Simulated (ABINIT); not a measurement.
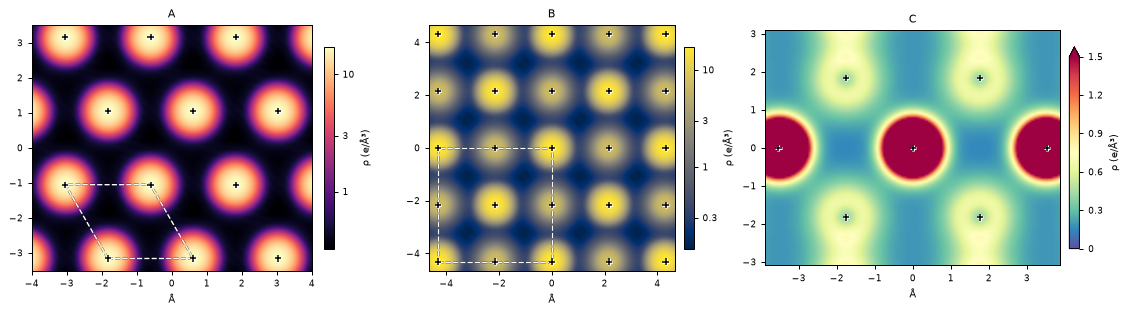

The valence electron density of 3 systems, each on a plane through atoms (crosses mark nuclei in the plane).

The calculation used Kohn-Sham DFT of a periodic cell, PBEsol, JTH PAW PBE v2.0 (ABINIT 10.8.3).

System 1: Fe, the (001) plane of the conventional cell. Space group P6₃/mmc; a structure from a database of computed crystals, not necessarily the ambient phase; computed pressure about −9 GPa in this cell; spin-polarised.

System 2: ZrB2, the (110) plane of the conventional cell. Space group P6/mmm; computed pressure about −4 GPa in this cell.

```
CELL_PARAMETERS angstrom
3.17000 0.00000 0.00000
-1.58500 2.74530 0.00000
0.00000 0.00000 3.53300
ATOMIC_POSITIONS crystal
Zr 0.00000 0.00000 0.00000
B 0.66667 0.33333 0.50000
B 0.33333 0.66667 0.50000
```

System 3: FeO, the (010) plane of the conventional cell. Space group Fm-3m; computed pressure about −9 GPa in this cell; spin-polarised.

Question: Which map belongs to which system?

Answer: Panel A is system 1, Fe: the plane holds Fe. Fe–Fe (2.43 Å): ρ is about 0.41 e/Å³ halfway. Panel B is system 3, FeO: the plane holds Fe and O. Fe–O (2.16 Å): ρ is about 0.41 e/Å³ halfway. Panel C is system 2, ZrB2: the plane holds Zr and B. Zr–B (2.54 Å): ρ at the midpoint is about 0.31 e/Å³.
